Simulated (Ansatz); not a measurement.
# Run report: GaP, geometry relaxation (part 2 of 3)

The same run, continued: GaP (P1, 32 atoms in the cell); DFT PBEsol, scalar-relativistic, plane waves, PAW, no spin polarisation (Ansatz 0.2.0); cutoff 420 eV, 2×2×2 k-mesh, Gaussian smearing of 0.02 eV. The structure derives from a Materials Project entry. It belongs to a series of runs on one base structure; here: the perfect supercell shaken and relaxed.

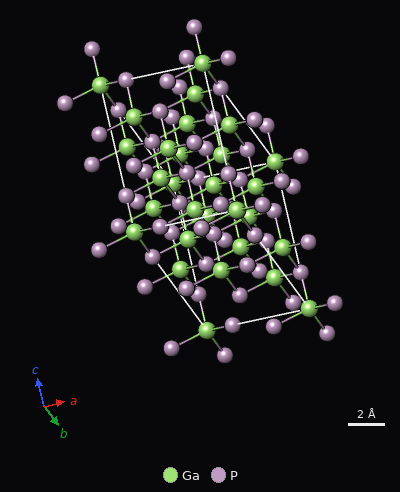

**Figure 1.** The geometry at step 2 of the log (ball-and-stick view of the cell of the calculation, seen at an oblique angle; bonded neighbours outside the cell are drawn too).

## Output, continued
```
  k-point 1: bands = ["-7.5968", "-7.5968", "-7.5920", "-7.5793", "-7.5793", "-7.5793", "-7.5793", "-7.5667", "-7.5666", "-7.5666", "-7.5666", "-7.5544", "-7.5544", "-7.5544", "-7.5544", "-7.5087", "-7.4761", "-7.4761", "-7.4582", "-7.4581", "-7.4581", "-7.4581", "-7.4581", "-7.4581", "-7.4580", "-7.4580", "-7.4557", "-7.4557", "-7.4557", "-7.4557", "-7.4540", "-7.4540", "-7.4539", "-7.4539", "-7.4503", "-7.4503", "-7.4503", "-7.4503", "-7.4324", "-7.4324",
      "-7.4324", "-7.4323", "-7.4313", "-7.4313", "-7.4285", "-7.4285", "-7.4234", "-7.4234", "-7.4147", "-7.4092", "-7.4092", "-7.3948", "-7.3948", "-7.3948", "-7.3947", "-7.3945", "-7.3944", "-7.3944", "-7.3944", "-7.3877", "-7.3802", "-7.3801", "-7.3801", "-7.3801", "-7.3800", "-7.3786", "-7.3786", "-7.3786", "-7.3786", "-7.3767", "-7.3766", "-7.3766", "-7.3766", "-7.3741", "-7.3741", "-7.3741", "-7.3741", "-7.3664", "-7.3664", "-7.3643",
      "-5.2175", "-4.2084", "-4.2082", "-4.2081", "-4.2080", "-3.4861", "-3.4860", "-3.4859", "-3.4858", "-3.2937", "-2.7852", "-2.7851", "-2.7850", "-2.7848", "-2.4153", "-2.4153", "0.3432", "0.3433", "0.7903", "0.7905", "0.7906", "0.7909", "0.8557", "0.8559", "0.8559", "0.8561", "1.3722", "2.6890", "2.6893", "2.6893", "2.6896", "3.1193", "3.1194", "3.1195", "3.1195", "3.8456", "3.8456", "3.9159", "3.9159", "4.6091",
      "4.6091", "4.6219", "4.6220", "4.6221", "4.6223", "4.7064", "4.7066", "4.7066", "4.7070", "4.7646", "4.7647", "4.7648", "4.7649", "5.5151", "5.7815", "5.7816", "5.7817", "5.7819", "5.8961", "5.8962", "5.8963", "5.8964", "6.4139", "6.4139", "8.5897", "9.4785", "9.6792", "9.6792", "9.6794", "9.6795", "9.7199", "9.7199", "9.9337", "9.9338", "10.0195", "10.3029", "10.3034", "10.3037", "10.3041", "10.5011",
      "10.6194", "10.6197", "10.6201", "10.6203", "11.1090", "11.1092", "11.1096", "11.1097", "11.6503", "11.6504", "11.6504", "11.6506", "11.8562", "11.8562", "12.1721", "12.1723"]
  k-point 2: bands = ["-7.5968", "-7.5968", "-7.5920", "-7.5793", "-7.5793", "-7.5793", "-7.5793", "-7.5667", "-7.5667", "-7.5666", "-7.5666", "-7.5544", "-7.5544", "-7.5544", "-7.5544", "-7.5087", "-7.4761", "-7.4761", "-7.4582", "-7.4581", "-7.4581", "-7.4581", "-7.4581", "-7.4581", "-7.4580", "-7.4580", "-7.4557", "-7.4557", "-7.4557", "-7.4557", "-7.4540", "-7.4540", "-7.4539", "-7.4539", "-7.4503", "-7.4503", "-7.4503", "-7.4503", "-7.4324", "-7.4324",
      "-7.4324", "-7.4324", "-7.4313", "-7.4313", "-7.4285", "-7.4284", "-7.4234", "-7.4234", "-7.4147", "-7.4092", "-7.4092", "-7.3948", "-7.3948", "-7.3948", "-7.3947", "-7.3945", "-7.3945", "-7.3944", "-7.3944", "-7.3877", "-7.3802", "-7.3801", "-7.3801", "-7.3801", "-7.3800", "-7.3786", "-7.3786", "-7.3786", "-7.3786", "-7.3767", "-7.3766", "-7.3766", "-7.3766", "-7.3741", "-7.3741", "-7.3741", "-7.3741", "-7.3664", "-7.3664", "-7.3643",
      "-5.2175", "-4.2084", "-4.2083", "-4.2080", "-4.2079", "-3.4861", "-3.4860", "-3.4859", "-3.4858", "-3.2937", "-2.7852", "-2.7852", "-2.7849", "-2.7848", "-2.4154", "-2.4153", "0.3432", "0.3433", "0.7903", "0.7905", "0.7907", "0.7908", "0.8557", "0.8558", "0.8559", "0.8562", "1.3722", "2.6891", "2.6893", "2.6894", "2.6895", "3.1193", "3.1193", "3.1195", "3.1195", "3.8456", "3.8456", "3.9159", "3.9159", "4.6091",
      "4.6092", "4.6220", "4.6220", "4.6221", "4.6222", "4.7064", "4.7065", "4.7068", "4.7068", "4.7645", "4.7646", "4.7648", "4.7651", "5.5151", "5.7815", "5.7816", "5.7817", "5.7819", "5.8960", "5.8963", "5.8963", "5.8964", "6.4138", "6.4140", "8.5897", "9.4785", "9.6789", "9.6793", "9.6794", "9.6797", "9.7198", "9.7200", "9.9337", "9.9338", "10.0195", "10.3032", "10.3035", "10.3036", "10.3038", "10.5011",
      "10.6196", "10.6197", "10.6199", "10.6201", "11.1091", "11.1093", "11.1094", "11.1096", "11.6501", "11.6504", "11.6505", "11.6505", "11.8562", "11.8562", "12.1721", "12.1721"]
  k-point 3: bands = ["-7.5968", "-7.5968", "-7.5920", "-7.5793", "-7.5793", "-7.5793", "-7.5793", "-7.5667", "-7.5667", "-7.5666", "-7.5666", "-7.5544", "-7.5544", "-7.5544", "-7.5544", "-7.5087", "-7.4761", "-7.4761", "-7.4582", "-7.4582", "-7.4581", "-7.4581", "-7.4581", "-7.4580", "-7.4580", "-7.4580", "-7.4557", "-7.4557", "-7.4557", "-7.4557", "-7.4540", "-7.4540", "-7.4539", "-7.4539", "-7.4503", "-7.4503", "-7.4503", "-7.4503", "-7.4324", "-7.4324",
      "-7.4324", "-7.4324", "-7.4313", "-7.4313", "-7.4285", "-7.4284", "-7.4234", "-7.4234", "-7.4147", "-7.4092", "-7.4092", "-7.3948", "-7.3948", "-7.3948", "-7.3947", "-7.3945", "-7.3945", "-7.3944", "-7.3944", "-7.3877", "-7.3802", "-7.3801", "-7.3801", "-7.3801", "-7.3800", "-7.3786", "-7.3786", "-7.3786", "-7.3786", "-7.3767", "-7.3766", "-7.3766", "-7.3766", "-7.3741", "-7.3741", "-7.3741", "-7.3741", "-7.3664", "-7.3664", "-7.3643",
      "-5.2175", "-4.2083", "-4.2083", "-4.2081", "-4.2080", "-3.4861", "-3.4860", "-3.4859", "-3.4858", "-3.2937", "-2.7852", "-2.7851", "-2.7850", "-2.7848", "-2.4154", "-2.4153", "0.3432", "0.3433", "0.7903", "0.7904", "0.7907", "0.7909", "0.8557", "0.8559", "0.8559", "0.8562", "1.3722", "2.6891", "2.6892", "2.6894", "2.6896", "3.1193", "3.1194", "3.1194", "3.1195", "3.8456", "3.8456", "3.9159", "3.9159", "4.6090",
      "4.6092", "4.6219", "4.6220", "4.6221", "4.6223", "4.7064", "4.7065", "4.7067", "4.7068", "4.7646", "4.7647", "4.7648", "4.7649", "5.5151", "5.7815", "5.7815", "5.7818", "5.7819", "5.8961", "5.8962", "5.8963", "5.8965", "6.4138", "6.4140", "8.5897", "9.4785", "9.6792", "9.6793", "9.6793", "9.6795", "9.7198", "9.7200", "9.9337", "9.9338", "10.0195", "10.3032", "10.3034", "10.3037", "10.3039", "10.5011",
      "10.6195", "10.6197", "10.6201", "10.6202", "11.1088", "11.1093", "11.1094", "11.1099", "11.6502", "11.6502", "11.6505", "11.6506", "11.8561", "11.8563", "12.1721", "12.1723"]
--- Relaxed structure (4 steps of the walk, 4 accepted, 0 SCFs on fresh bases) ---
  F+E_penalty+E_count = -71744.88408060 eV   max|allowed force component| = 6.408e-3 eV/Å
  atoms:
    - { symbol: Ga, position: [0.24896930504455766, 0.2475530735025541, 0.49644922449994144] }
    - { symbol: Ga, position: [-0.0011538853434032742, 0.4975215469937433, 0.4963949690891701] }
    - { symbol: Ga, position: [-0.0009330880251900708, 0.24759768422964482, 0.7464597827782213] }
    - { symbol: Ga, position: [0.7490549567115516, 0.7477245673985435, 0.4966149382551042] }
    - { symbol: Ga, position: [0.7488475936937136, 0.49751708778307535, 0.7465101272293939] }
    - { symbol: Ga, position: [0.749052647136832, 0.24749751251193908, -0.0036638831419119056] }
    - { symbol: Ga, position: [0.4989294877656415, -0.0023952820815064026, 0.49647803806933316] }
    - { symbol: Ga, position: [0.4989211858126045, 0.7474700560540426, 0.7464191468615264] }
    - { symbol: Ga, position: [0.4989205649201453, 0.4974783142920413, -0.003420143135270468] }
    - { symbol: Ga, position: [0.499018107627216, 0.2474020618906484, 0.2463338655595196] }
    - { symbol: Ga, position: [0.24893481553478275, -0.0025059845776780887, 0.7464774870698972] }
    - { symbol: Ga, position: [0.24887068646534427, 0.7473784285367875, -0.003664048495083644] }
    - { symbol: Ga, position: [0.24910179325897447, 0.4975177636323048, 0.24651076105493122] }
    - { symbol: Ga, position: [-0.0009975164151066656, -0.002445479019606282, -0.0034510476247761033] }
    - { symbol: Ga, position: [-0.0009097755867140123, 0.74754268572171, 0.24646990994212264] }
    - { symbol: Ga, position: [0.7488610614013803, -0.0026003301321121663, 0.24638809460616357] }
    - { symbol: P, position: [-0.0010514112766881606, -0.002493174590852243, 0.24649673092094337] }
    - { symbol: P, position: [0.7490174136935378, 0.24745176636250277, 0.2463670398598795] }
    - { symbol: P, position: [0.7489499884192024, -0.002388954055855236, 0.4965025445888067] }
    - { symbol: P, position: [0.4991044115349467, 0.49754312804456025, 0.24661118195796322] }
    - { symbol: P, position: [0.498970161194748, 0.24756485503301506, 0.49641800660052904] }
    - { symbol: P, position: [0.49893860829102116, -0.0024845298827476936, 0.7464559155131201] }
    - { symbol: P, position: [0.24904277157929128, 0.7474899485708506, 0.2464455621876479] }
    - { symbol: P, position: [0.2489053937187016, 0.4975233735173119, 0.4964526251423224] }
    - { symbol: P, position: [0.24898944738297624, 0.24751953245594088, 0.7464581695452868] }
    - { symbol: P, position: [0.24896590086388068, -0.0025254204421679416, -0.0035228899566887573] }
    - { symbol: P, position: [-0.0010478213953978854, 0.7475591342993605, 0.49645715899061515] }
    - { symbol: P, position: [-0.0011708025350473938, 0.49749773749415094, 0.746394077094098] }
    - { symbol: P, position: [-0.000927528511654313, 0.2475462212733306, -0.0035401066276916776] }
    - { symbol: P, position: [0.7489938926559225, 0.7475822770070646, 0.7465341731847359] }
    - { symbol: P, position: [0.7489515878770793, 0.4975266016312213, -0.003468745881144236] }
    - { symbol: P, position: [0.4988985383051501, 0.7474018617461817, -0.0036089524387063615] }
```

## Trajectory as extended XYZ (Å, eV, eV/Å), 4 frames, from step=1 to step=4
```
32
Lattice="-5.4384 5.4384 -5.4384 -5.4384 -5.4384 5.4384 5.4384 5.4384 5.4384" Properties=species:S:1:pos:R:3:forces:R:3 step=1 energy=-71744.12112
Ga    0.0484    2.7287    2.6787   -0.6342   0.2074   0.0080
Ga   -0.0311   -0.0099    5.3985    0.2713  -0.0347  -0.0761
Ga    2.6688    2.6730    5.4013    0.5656  -0.2422   0.4031
Ga   -5.4588    2.6760    2.7428    0.3411   0.1026  -0.5857
Ga   -2.7556    5.4196    2.7655   -0.3133  -0.1463  -0.4457
Ga   -5.4694    2.7363   -2.7472    0.2903   0.1177  -0.0782
Ga    0.0341    5.3569   -0.0293   -0.0645   0.6763   0.0052
Ga   -2.6618    2.6719    5.3892   -0.9821   0.1926   0.5138
Ga   -5.3720    0.0369   -0.0303   -0.8857  -0.2511  -0.4754
Ga   -2.6777    2.7132   -0.0722   -0.4565   0.5759   1.0365
Ga    2.7444    5.3963    2.7170   -0.6429   0.4114  -0.0109
Ga   -5.4195   -2.7768    2.6715   -0.5248   0.5235   0.1306
Ga   -2.7362    0.0671    2.6765    0.1418  -1.1292   0.0940
Ga   -0.0073    0.0632   -0.0586   -0.2557  -1.0761   0.2411
Ga   -2.7301   -2.7015    5.4638    0.2208  -0.2715  -0.2160
Ga   -2.6191    5.4414   -2.8022   -0.6849  -0.2844   0.3595
P     1.3277    1.3265    1.3440    0.5938   0.1413  -0.0131
P    -4.0634    4.0326   -1.3898   -0.0420   0.7335  -0.2360
P    -1.3351    6.7939   -1.3846   -0.3022  -0.5548   0.3887
P    -4.0691    1.3454    1.3253   -0.0486   0.7640  -0.0231
P    -1.3762    4.1587    1.3549    0.0051  -0.9488  -0.0126
P     1.3052    6.8293    1.3500    0.8169  -0.6879  -0.2039
P    -4.0872   -1.4179    4.0460    0.2852   0.4557  -0.1877
P    -1.3943    1.3868    4.0323    0.8213  -0.4881  -0.2713
P     1.3744    4.0162    4.1048   -0.1218   0.6800  -0.6089
P    -1.3969    1.3905   -1.3610    0.5778  -0.5498  -0.7491
P    -1.3261   -1.3605    6.8299   -0.1557  -0.1849  -0.4414
P     1.3379    1.3461    6.7930    0.1490  -0.6374  -0.3388
P    -1.3901   -1.4353    1.3338   -0.0372   1.1715  -0.3448
P    -4.0980    3.9960    4.0633    0.1258   0.7129   0.3081
P    -6.8344    1.3928   -1.4850    0.2804  -0.2515   1.5791
P    -6.7975   -1.3952    1.2709    0.6659   0.2724   0.2510
32
Lattice="-5.4384 5.4384 -5.4384 -5.4384 -5.4384 5.4384 5.4384 5.4384 5.4384" Properties=species:S:1:pos:R:3:forces:R:3 step=2 energy=-71744.79771
Ga    0.0129    2.7121    2.6892   -0.2561  -0.0251   0.0527
Ga   -0.0083   -0.0188    5.4054    0.0267   0.0269  -0.0240
Ga    2.7040    2.7109    5.4211    0.2278  -0.1652   0.0974
Ga   -5.4548    2.7139    2.7252    0.1449   0.0017  -0.2728
Ga   -2.7049    5.4273    2.7218   -0.1071   0.0129  -0.2135
Ga   -5.4525    2.7067   -2.7633    0.1204  -0.0191   0.0188
Ga    0.0002    5.4039   -0.0194   -0.0855   0.3368  -0.0206
Ga   -2.6896    2.6985    5.4096   -0.3798   0.0711   0.1058
Ga   -5.4054   -0.0038   -0.0215   -0.2800  -0.1214  -0.1299
Ga   -2.7126    2.7033   -0.0603   -0.1978   0.1218   0.4013
Ga    2.7309    5.4103    2.6960   -0.1479   0.1532   0.0667
Ga   -5.4169   -2.7419    2.6773   -0.2573   0.1714   0.1232
Ga   -2.7360    0.0197    2.6766    0.0397  -0.3423   0.1037
Ga   -0.0009    0.0169   -0.0376   -0.0175  -0.3053   0.0231
Ga   -2.7354   -2.7171    5.4193    0.0872  -0.1382  -0.0629
Ga   -2.6948    5.4229   -2.7602   -0.2934  -0.0361   0.1280
P     1.3453    1.3401    1.3376    0.2409   0.0741  -0.0141
P    -4.0900    4.0491   -1.3947    0.1000   0.2552  -0.1000
P    -1.3652    6.7914   -1.3937   -0.0203  -0.1540   0.3124
P    -4.0912    1.3519    1.3342    0.0824   0.3397  -0.0237
P    -1.3698    4.0772    1.3299   -0.0043  -0.2040   0.0716
P     1.3611    6.7845    1.3368    0.0623  -0.0675  -0.0632
P    -4.0953   -1.3622    4.0571    0.2199  -0.0643  -0.2189
P    -1.3846    1.3483    4.0512    0.4090  -0.0331  -0.1410
P     1.3725    4.0433    4.0660   -0.1184   0.2801  -0.1690
P    -1.3667    1.3626   -1.3800    0.1686  -0.1718  -0.3206
P    -1.3594   -1.3700    6.7789    0.0420  -0.0841  -0.0593
P     1.3546    1.3394    6.7780    0.1504  -0.1602  -0.0801
P    -1.3564   -1.3674    1.3338   -0.1343   0.1672  -0.1090
P    -4.0699    4.0621    4.0511   -0.0546   0.0712   0.2030
P    -6.7854    1.3544   -1.3936   -0.0744   0.0278   0.2935
P    -6.8013   -1.3710    1.3211    0.3075  -0.0189   0.0212
32
Lattice="-5.4384 5.4384 -5.4384 -5.4384 -5.4384 5.4384 5.4384 5.4384 5.4384" Properties=species:S:1:pos:R:3:forces:R:3 step=3 energy=-71744.88408
Ga   -0.0004    2.7076    2.6922    0.0008   0.0004  -0.0004
Ga    0.0001   -0.0124    5.4116   -0.0009   0.0039  -0.0008
Ga    2.7181    2.7080    5.4112    0.0036  -0.0024   0.0011
Ga   -5.4393    2.7081    2.6936    0.0028  -0.0004  -0.0050
Ga   -2.7184    5.4267    2.6930   -0.0035   0.0012  -0.0009
Ga   -5.4396    2.7078   -2.7476    0.0041   0.0012   0.0052
Ga   -0.0003    5.4265   -0.0264    0.0016   0.0019  -0.0023
Ga   -2.7191    2.7076    5.4111   -0.0019  -0.0001   0.0018
Ga   -5.4375   -0.0108   -0.0264   -0.0038  -0.0005  -0.0037
Ga   -2.7197    2.7081   -0.0287   -0.0004   0.0024   0.0064
Ga    2.7195    5.4271    2.6922   -0.0016   0.0003   0.0005
Ga   -5.4380   -2.7310    2.6912   -0.0023   0.0018   0.0034
Ga   -2.7198   -0.0104    2.6916    0.0026  -0.0026   0.0023
Ga    0.0000   -0.0109   -0.0266   -0.0007  -0.0004  -0.0010
Ga   -2.7201   -2.7300    5.4108    0.0036  -0.0017   0.0010
Ga   -2.7185    5.4268   -2.7468   -0.0016   0.0020   0.0014
P     1.3598    1.3484    1.3327   -0.0004   0.0007  -0.0003
P    -4.0794    4.0676   -1.3879    0.0001  -0.0026  -0.0015
P    -1.3599    6.7863   -1.3859   -0.0013  -0.0003  -0.0008
P    -4.0790    1.3497    1.3327    0.0001  -0.0001   0.0005
P    -1.3602    4.0670    1.3325    0.0012  -0.0025  -0.0007
P     1.3596    6.7865    1.3326    0.0002   0.0006  -0.0017
P    -4.0793   -1.3705    4.0511   -0.0002  -0.0007   0.0005
P    -1.3595    1.3478    4.0520    0.0004  -0.0010  -0.0001
P     1.3593    4.0676    4.0516   -0.0010   0.0020  -0.0011
P    -1.3594    1.3486   -1.3869    0.0017  -0.0024  -0.0016
P    -1.3599   -1.3713    6.7712   -0.0008  -0.0008  -0.0009
P     1.3600    1.3472    6.7712    0.0003   0.0008  -0.0016
P    -1.3605   -1.3706    1.3321   -0.0015   0.0002  -0.0006
P    -4.0791    4.0677    4.0523    0.0009   0.0000  -0.0008
P    -6.7978    1.3485   -1.3862   -0.0013  -0.0002  -0.0002
P    -6.7976   -1.3711    1.3318   -0.0004  -0.0006   0.0018
```
